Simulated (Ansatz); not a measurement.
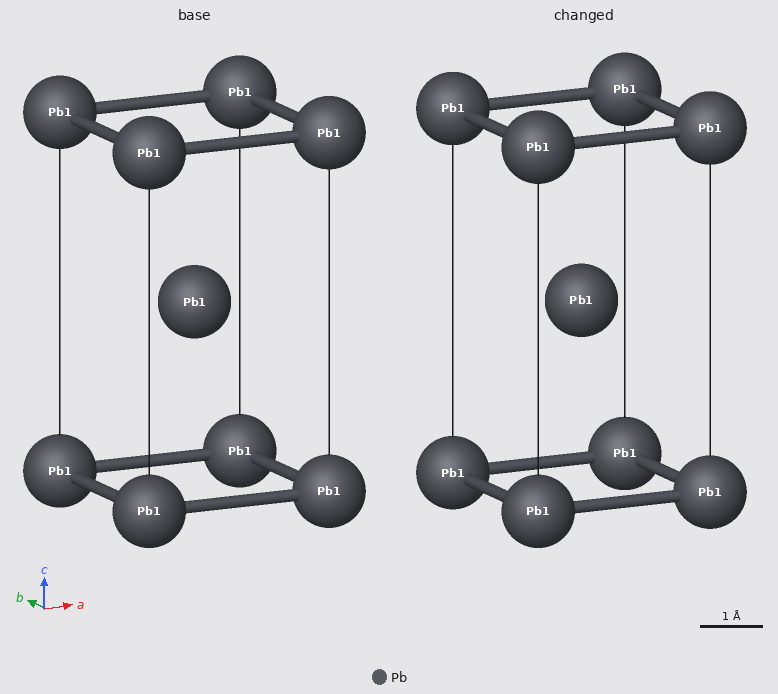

Left: a symmetric starting cell of Pb (made from another compound by putting Pb in place of Sn). Right: the same structure after one change, at the same scale. Style: ball-and-stick. Shown: the conventional cell (2 times the calculation's cell), slightly off an axis. Lengths and directions refer to the drawn axes.

Level of theory: Ansatz 0.2.0, DFT PBEsol, scalar-relativistic, plane waves, PAW. Settings: plane-wave cutoff 420 eV; k-point mesh 18 × 18 × 18; occupations gaussian; smearing width 0.1 eV; no spin polarisation.

> Which change leads from the left to the right?

The cell is strained by +1.6 % along c and −4.4 % across it (volume −7.3 %), the atoms keeping their fractional coordinates. No relaxation follows. The starting cell wasn't computed here and needn't be at equilibrium, so pressure and forces aren't due to the change alone.

> And its effect?

Near-neighbour distances before and after: Pb–Pb 3.278 → 3.132 Å. The space group stays I4/mmm (No. 139). The pressure is 2.1 GPa (not all of it need come from the change, since the unchanged cell can be under pressure at this level too). The principal stresses (compression positive) are −3.5 GPa along c and 4.9 GPa across it. All forces vanish by symmetry.
